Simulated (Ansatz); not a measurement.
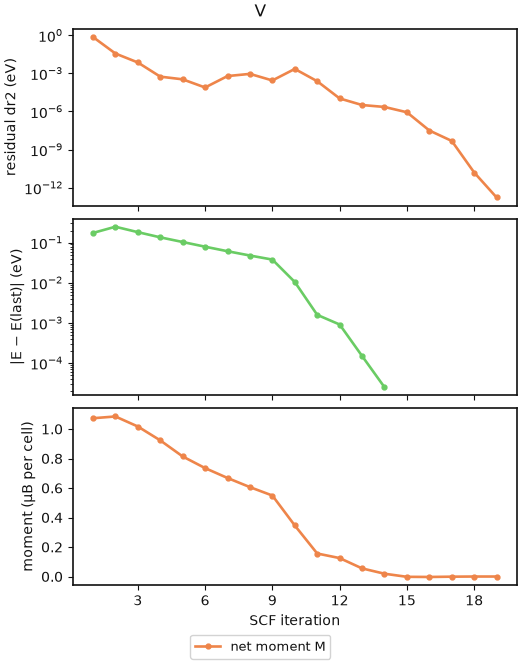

The plot shows the SCF iterations of a calculation: density residual dr2, distance of the Harris–Foulkes energy from its last value, magnetic moments. Energy differences below 3 × 10⁻⁶ eV aren't drawn. dr2 is the charge part; the magnetisation has a residual of its own.

The run: V (Fm-3m, 1 atom in the cell), by Ansatz 0.2.0, DFT PBE, scalar-relativistic, plane waves, PAW; cutoff 420 eV, 8×8×8 k-mesh, Gaussian smearing of 0.1 eV, collinear spins.

### Did the calculation converge?

Converged, in 19 iterations. The residual falls unevenly and jumps up by a factor of two or more twice on the way down. The program keeps the magnetisation out of the quasi-Newton mixer until iteration 8 and then restarts the mixer with it. The program put off closing at iteration 17, as the moment had not settled.

### Read the residual at the first and at the last step drawn.

It starts near 0.7 and ends near 2 × 10⁻¹³ eV.

### What happens to the magnetisation?

The net moment goes from 1.1 to 0.0 μB per cell, so the magnetism dies out.
